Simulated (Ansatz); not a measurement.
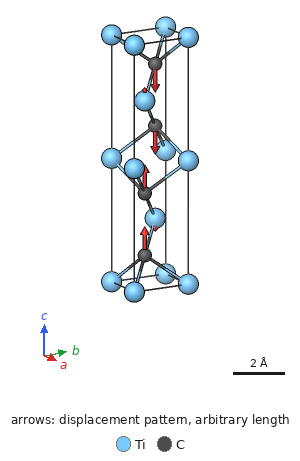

One vibrational mode of solid TiC (a generated structure) at the zone centre. The red arrows give the relative displacements of the atoms. Style: ball-and-stick. Shown: the cell of the calculation, slightly off an axis.

The calculation used Ansatz, DFT PBE, scalar-relativistic, plane waves, PAW.

Input file:
```yaml
crystal:
  lattice:
    - [3.099382537, -2.89e-08, 0.0]
    - [-1.5496912435, 2.6841440275, 0.0]
    - [0.0, 0.0, 9.8002013775]
  atoms:
    - { symbol: Ti, position: [0.6666666667, 0.3333333333, 0.75] }
    - { symbol: Ti, position: [0.0, 0.0, 0.0] }
    - { symbol: Ti, position: [0.3333333333, 0.6666666667, 0.25] }
    - { symbol: Ti, position: [0.0, 0.0, 0.5] }
    - { symbol: C, position: [0.3333333333, 0.6666666667, 0.8755775903] }
    - { symbol: C, position: [0.6666666667, 0.3333333333, 0.1244224097] }
    - { symbol: C, position: [0.6666666667, 0.3333333333, 0.3755775903] }
    - { symbol: C, position: [0.3333333333, 0.6666666667, 0.6244224097] }
basis:
  ecutwfc: 420
kpoints:
  mp_grid: { grid: [12, 12, 4] }
hamiltonian:
  xc: pbe
scf:
  occupations: { method: fermi_dirac, width: 0.15 }
output:
  eigenvalues: true
phonons:
  method: dfpt
  eigenvectors: true
  qmesh: [3, 3, 1]
  temperatures: { t_max: 1000, t_step: 100 }
  qpath:
    path:
      - [[0.0, 0.0, 0.0], [0.5, 0.0, 0.0], [0.33333333, 0.33333333, 0.0], [0.0, 0.0, 0.0], [0.0, 0.0, 0.5], [0.5, 0.0, 0.5], [0.33333333, 0.33333333, 0.5], [0.0, 0.0, 0.5]]
      - [[0.5, 0.0, 0.5], [0.5, 0.0, 0.0]]
      - [[0.33333333, 0.33333333, 0.5], [0.33333333, 0.33333333, 0.0]]
    npoints: 8
```

Launched with:
```bash
ansatz run input.yaml --threads 4 --pin off --max-ram 8192MiB --backend cpu --events-out ev --progress --plain --runs-dir out
```

The frequencies depend somewhat on the k-mesh and the smearing.

> What mode is this, and where does it lie in the spectrum?

This is the B₁g mode at 604 cm⁻¹, optical level 11 of 14, counted from below, silent by symmetry (neither infrared- nor Raman-active). The Ti (2a) atoms stay at rest; all motion is along c; atoms of one kind move against one another, with no net shift of any sublattice; the kinetic energy is shared as C 91 %, Ti 9 %.
